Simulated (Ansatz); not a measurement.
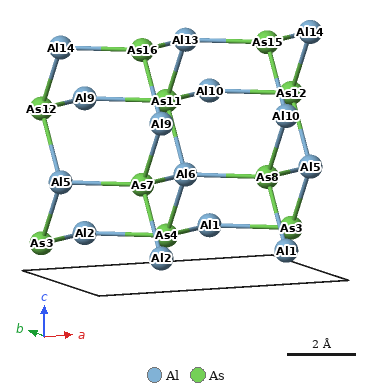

This is the input geometry for a constrained relaxation of a slab of composition AlAs (cut from the F-43m phase). A ball-and-stick model of the cell of the calculation, outlined in the plane, without the vacuum (origin shifted), seen slightly off an axis.

Case: clean slab, lower half held. The slab is the (1 1 0) face of AlAs. 8 atoms are held fixed.

All numbers below come from DFT PBE+D3(BJ), scalar-relativistic, plane waves, PAW (Ansatz 0.2.0).

Input file:
```yaml
crystal:
  lattice:
    - [8.0103882425, 0.0, 0.0]
    - [0.0, 5.6641998462, 0.0]
    - [0.0, 0.0, 23.0077911819]
  atoms:
    - { symbol: Al, position: [0.25, 0.5, 0.3694400707] }
    - { symbol: Al, position: [0.75, 0.5, 0.3694400707] }
    - { symbol: As, position: [0.5, 0.25, 0.3694400707] }
    - { symbol: As, position: [0.0, 0.25, 0.3694400707] }
    - { symbol: Al, position: [0.5, 0.0, 0.4564800236] }
    - { symbol: Al, position: [0.0, 0.0, 0.4564800236] }
    - { symbol: As, position: [0.75, 0.75, 0.4564800236] }
    - { symbol: As, position: [0.25, 0.75, 0.4564800236] }
    - { symbol: Al, position: [0.75, 0.5, 0.5435199764] }
    - { symbol: Al, position: [0.25, 0.5, 0.5435199764] }
    - { symbol: As, position: [0.0, 0.25, 0.5435199764] }
    - { symbol: As, position: [0.5, 0.25, 0.5435199764] }
    - { symbol: Al, position: [0.0, 0.0, 0.6305599293] }
    - { symbol: Al, position: [0.5, 0.0, 0.6305599293] }
    - { symbol: As, position: [0.25, 0.75, 0.6305599293] }
    - { symbol: As, position: [0.75, 0.75, 0.6305599293] }
basis:
  ecutwfc: 420
kpoints:
  mp_grid: { grid: [4, 5, 1] }
hamiltonian:
  xc: pbe
  dispersion: d3bj
scf:
  occupations: { method: gaussian, width: 0.05 }
output:
  forces: true
  eigenvalues: true
relax:
  adjacent_minimum: "off"
  f_tol: 0.03
  max_steps: 70
  constraints: [{ sites: [0, 1, 2, 3, 4, 5, 6, 7] }]
efield:
  axis: 3
  dipole_correction: true
  ramp_width: 0.04
```

Launched with:
```bash
ansatz run input.yaml --threads 4 --pin off --max-ram 10240MiB --backend cpu --events-out ev --progress --plain --runs-dir out
```

Q: Where does the constrained relaxation end?

A: The energy falls by 1.245 eV per cell of the calculation in 4 geometry steps. Largest force component: 1.3 eV/Å at the start, 0.015 eV/Å at the end. The largest moves, 0.62 Å, are those of Al13 and Al14. Al13 goes at 43° to the normal (−c side). Largest moves by element: Al 0.62 Å, As 0.30 Å. The lattice vectors keep their values. Near-neighbour distances that change, for instance: As7–Al9 2.453 → 2.526 Å, As11–Al13 2.453 → 2.409 Å, Al13–As15 2.453 → 2.428 Å, Al5–As12 2.453 → 2.475 Å. Bond angles that change, for instance: Al10–As15–Al13 109.5° → 89.5°, Al5–As12–Al14 109.5° → 94.1°, As11–Al13–As15 109.5° → 123.9°. The run took 51 s on 4 threads of Intel(R) Xeon(R) 6975P-C (Granite Rapids), on a shared host, peak memory 2.3 GiB.

History of the run:

| step | E − E(0), meV/atom | largest force component, eV/Å |
| --- | --- | --- |
| 0 | 0.00 | 1.2846 |
| 1 | -49.07 | 0.8279 |
| 2 | -71.89 | 0.3112 |
| 3 | -77.65 | 0.0634 |
| 4 | -77.82 | 0.0145 |

After the run, drawn alike:

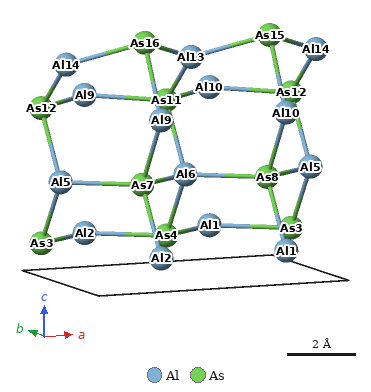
